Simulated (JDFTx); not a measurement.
# Density-of-states run of ZrC

The run: density-of-states run of ZrC (Fm-3m, 2 atoms in the cell). Method and program: Kohn-Sham DFT of a periodic cell, PBE, DFT+U, PseudoDojo-SR-PBE-0.5-standard, no spin polarisation (JDFTx 1.7.0 (patched build)).

The structure derives from an entry of the Crystallography Open Database.

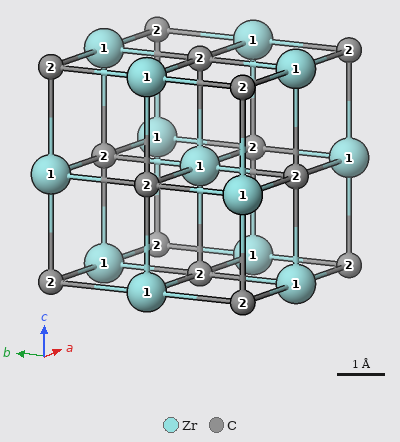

The input geometry (ball-and-stick view of the cell 4 times as large as that of the calculation, set on its symmetry axes, seen at an oblique angle; atoms are numbered from 1 in the order of the input). An atom can appear more than once, as a periodic image.

Results in brief

```tsv
quantity	value
outcome	converged
space group (tolerance 0.01 Å)	Fm-3m (225)
electrons treated	16
free energy	−1444.1871 eV
Fermi energy	14.708 eV
gap on the k-point mesh	none (metallic)
pressure	−3.04 GPa
largest force (length of the vector)	under 0.001 eV/Å
hardware	1 thread of Intel Xeon (Granite Rapids), 32 GiB of memory available, shared host
wall time	35 s
peak memory	0.11 GiB
```

Input file
```
lattice \
    0.0000000000     4.4692022847     4.4692022847 \
    4.4692022847     0.0000000000     4.4692022847 \
    4.4692022847     4.4692022847     0.0000000000
coords-type Cartesian
ion Zr     4.4692022847     4.4692022847     4.4692022847 1
ion C      0.0000000000     0.0000000000     0.0000000000 1

ion-species pseudo/Zr.upf
ion-species pseudo/C.upf
elec-cutoff 41 328
elec-ex-corr gga-PBE
kpoint-folding 10 10 10
elec-smearing Fermi 0.0018374661
elec-n-bands 14
add-U Zr d 0.073499
electronic-SCF nIterations 100 energyDiffThreshold 1e-08
electronic-minimize nIterations 30 energyDiffThreshold 1e-7
converge-empty-states yes
forces-output-coords Cartesian
density-of-states Esigma 0.004 \
  Total \
  OrthoOrbital Zr 1 1s \
  OrthoOrbital Zr 1 2s \
  OrthoOrbital Zr 1 p \
  OrthoOrbital Zr 1 d \
  OrthoOrbital C 1 s \
  OrthoOrbital C 1 p

dump-name run.$VAR
dump End Ecomponents EigStats BandEigs Kpoints Forces Stress DOS
```

Run as:
```bash
jdftx -c 1 -i ZrC.in -o ZrC.out
```

The program's output
```
*************** JDFTx 1.7.0 (patched build) ***************

Input parsed successfully to the following command list (including defaults):
[... the input with its defaults ...]

---------- Setting up symmetries ----------

Found 48 point-group symmetries of the bravais lattice
Found 48 space-group symmetries with basis
Applied RMS atom displacement 0 bohrs to make symmetries exact.

---------- Initializing the Grid ----------
R =
[            0       4.4692       4.4692  ]
[       4.4692            0       4.4692  ]
[       4.4692       4.4692            0  ]
unit cell volume = 178.534
G =
[  -0.702943   0.702943   0.702943  ]
[   0.702943  -0.702943   0.702943  ]
[   0.702943   0.702943  -0.702943  ]
Minimum fftbox size, Smin = [  52  52  52  ]
Chosen fftbox size, S = [  54  54  54  ]

---------- Initializing tighter grid for wavefunction operations ----------
R =
[            0       4.4692       4.4692  ]
[       4.4692            0       4.4692  ]
[       4.4692       4.4692            0  ]
unit cell volume = 178.534
G =
[  -0.702943   0.702943   0.702943  ]
[   0.702943  -0.702943   0.702943  ]
[   0.702943   0.702943  -0.702943  ]
Minimum fftbox size, Smin = [  40  40  40  ]
Chosen fftbox size, S = [  40  40  40  ]

---------- Exchange Correlation functional ----------
Initalized PBE GGA exchange.
Initalized PBE GGA correlation.

---------- Setting up pseudopotentials ----------
Width of ionic core gaussian charges (only for fluid interactions / plotting) set to 0

Reading pseudopotential file 'pseudo/Zr.upf':
  'Zr' pseudopotential, 'PBE' functional
  Generated using ONCVPSP code by D. R. Hamann
  12 valence electrons, 4 orbitals, 6 projectors, 1001 radial grid points, with lMax = 2
    4S    l: 0   occupation:  2.0   eigenvalue: -2.003021
    4P    l: 1   occupation:  6.0   eigenvalue: -1.192945
    4D    l: 2   occupation:  2.0   eigenvalue: -0.132262
    5S    l: 0   occupation:  2.0   eigenvalue: -0.163149
  Core radius for overlap checks: 1.48 bohrs.

Reading pseudopotential file 'pseudo/C.upf':
  'C' pseudopotential, 'PBE' functional
  Generated using ONCVPSP code by D. R. Hamann
  4 valence electrons, 2 orbitals, 4 projectors, 1001 radial grid points, with lMax = 1
    2S    l: 0   occupation:  2.0   eigenvalue: -0.505335
    2P    l: 1   occupation:  2.0   eigenvalue: -0.194238
  Core radius for overlap checks: 1.21 bohrs.

Initialized 2 species with 2 total atoms.

Folded 1 k-points by 10x10x10 to 1000 k-points.

---------- Setting up k-points, bands, fillings ----------
Reduced to 47 k-points under symmetry.
Computing the number of bands and number of electrons
Calculating initial fillings.
nElectrons:  16.000000   nBands: 14   nStates: 47

----- Setting up reduced wavefunction bases (one per k-point) -----
average nbasis = 2237.549 , ideal nbasis = 2238.669

----- Initializing Supercell corresponding to k-point mesh -----
Lattice vector linear combinations in supercell:
[  10   0   0  ]
[   0  10   0  ]
[   0   0  10  ]
Supercell lattice vectors:
[  0  44.692  44.692  ]
[  44.692  0  44.692  ]
[  44.692  44.692  0  ]

---------- Setting up ewald sum ----------
Optimum gaussian width for ewald sums = 2.029834 bohr.
Real space sum over 1331 unit cells with max indices [  5  5  5  ]
Reciprocal space sum over 2197 terms with max indices [  6  6  6  ]

---------- Allocating electronic variables ----------
Initializing wave functions:  linear combination of atomic orbitals
Zr pseudo-atom occupations:   s ( 2 2 )  p ( 6 )  d ( 2 )
C pseudo-atom occupations:   s ( 2 )  p ( 2 )
	FillingsUpdate:  mu: +0.563945563  nElectrons: 16.000000
LCAOMinimize: Iter:   0  F: -52.8327403220932155  |grad|_K:  1.125e-02  alpha:  1.000e+00
	FillingsUpdate:  mu: +0.547816782  nElectrons: 16.000000
LCAOMinimize: Iter:   1  F: -53.0320462381839590  |grad|_K:  1.419e-03  alpha:  3.115e-01  linmin:  3.953e-01  cgtest: -8.968e-01
LCAOMinimize: 	Bad step direction: g.d > 0.
[... 10 lines of inner loops ...]
LCAOMinimize: Iter:   5  F: -53.0349856391639420  |grad|_K:  6.405e-06  alpha:  3.427e-01  linmin: -8.283e-04  cgtest: -1.852e-02
	FillingsUpdate:  mu: +0.560980496  nElectrons: 16.000000
LCAOMinimize: Iter:   6  F: -53.0349858121767852  |grad|_K:  4.655e-07  alpha:  7.975e-01  linmin:  2.458e-03  cgtest:  2.674e-02
LCAOMinimize: Converged (|Delta F|<1.000000e-06 for 2 iters).

-------- Electronic minimization -----------
Will mix electronic density at each iteration.
	FillingsUpdate:  mu: +0.560980496  nElectrons: 16.000000
	FillingsUpdate:  mu: +0.547568719  nElectrons: 16.000000
SCF: Cycle:  0   F: -53.071226424986833   dF: -3.624e-02   |Residual|: 5.248e-02   |deigs|: 2.819e-02
	FillingsUpdate:  mu: +0.541575793  nElectrons: 16.000000
SCF: Cycle:  1   F: -53.072655515071538   dF: -1.429e-03   |Residual|: 3.815e-02   |deigs|: 6.690e-03
	FillingsUpdate:  mu: +0.541251677  nElectrons: 16.000000
SCF: Cycle:  2   F: -53.072857425061486   dF: -2.019e-04   |Residual|: 1.751e-02   |deigs|: 3.229e-03
	FillingsUpdate:  mu: +0.540294014  nElectrons: 16.000000
SCF: Cycle:  3   F: -53.072894093905226   dF: -3.667e-05   |Residual|: 3.344e-03   |deigs|: 2.445e-03
	FillingsUpdate:  mu: +0.540651396  nElectrons: 16.000000
SCF: Cycle:  4   F: -53.072895169739738   dF: -1.076e-06   |Residual|: 1.020e-03   |deigs|: 4.575e-04
	FillingsUpdate:  mu: +0.540495394  nElectrons: 16.000000
SCF: Cycle:  5   F: -53.072896009987751   dF: -8.402e-07   |Residual|: 2.088e-04   |deigs|: 1.865e-04
	FillingsUpdate:  mu: +0.540508431  nElectrons: 16.000000
SCF: Cycle:  6   F: -53.072896043726921   dF: -3.374e-08   |Residual|: 8.967e-05   |deigs|: 1.320e-05
	FillingsUpdate:  mu: +0.540518066  nElectrons: 16.000000
SCF: Cycle:  7   F: -53.072896049218372   dF: -5.491e-09   |Residual|: 2.320e-05   |deigs|: 1.442e-05
	FillingsUpdate:  mu: +0.540519446  nElectrons: 16.000000
SCF: Cycle:  8   F: -53.072896049771110   dF: -5.527e-10   |Residual|: 1.339e-05   |deigs|: 5.544e-06
SCF: Converged (|Delta E|<1.000000e-08 for 2 iters).

Setting wave functions to eigenvectors of Hamiltonian
Converging empty states (this may take a while): |deigs|: 1.077e-04

# Stress tensor in Cartesian coordinates [Eh/a0^3]:
[  0.000103207            0            0  ]
[            0  0.000103207            0  ]
[            0            0  0.000103207  ]

# Ionic positions in cartesian coordinates:
ion Zr   4.469202284700000   4.469202284700000   4.469202284700000 1
ion C   0.000000000000000   0.000000000000000   0.000000000000000 1

# Forces in Cartesian coordinates:
force Zr   0.000000000000000   0.000000000000000  -0.000000000000000 1
force C   0.000000000000000  -0.000000000000000   0.000000000000000 1

# Energy components:
   Eewald =      -46.8871308238308586
       EH =        6.3842658296823123
     Eloc =      -27.5498508786271685
      Enl =        5.1598720630134025
      Exc =      -12.1606688351767662
 Exc_core =        3.5461993551494628
       KE =       18.3460690118677761
        U =        0.0884270758646166
-------------------------------------
     Etot =      -53.0728172020572160
       TS =        0.0000788477138920
-------------------------------------
        F =      -53.0728960497711100

IonicMinimize: Iter:   0  F: -53.072896049771110  |grad|_K:  3.925e-41
IonicMinimize: Converged (|grad|_K<1.000000e-04).

#--- Lowdin population analysis ---
# oxidation-state Zr +0.790
# oxidation-state C -0.750

Dumping 'run.eigStats' ...
	eMin: -1.231506 at state 0 ( [ +0.000000 +0.000000 +0.000000 ] spin 0 )
	HOMO: +0.539269 at state 15 ( [ +0.000000 +0.200000 +0.200000 ] spin 0 )
	mu  : +0.540523
	LUMO: +0.540902 at state 30 ( [ +0.000000 +0.500000 +0.500000 ] spin 0 )
	eMax: +1.004631 at state 46 ( [ +0.200000 +0.500000 -0.300000 ] spin 0 )
	HOMO-LUMO gap: +0.001633
	Optical gap  : +0.026314 at state 28 ( [ +0.000000 +0.400000 +0.500000 ] spin 0 )

WARNING: weighted densities of states are not symmetrized: those that the symmetries change (such as of
a px orbital, of one of several like atoms, of a slice or a sphere) need 'symmetries none'.
Done!
```

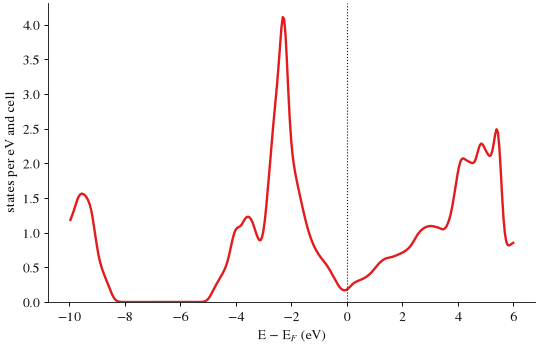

Density of states from the levels on the mesh of the run, whose fine structure reflects that mesh, with energies from the Fermi level of the run. At the top of the window the curve may fall because the computed bands end.
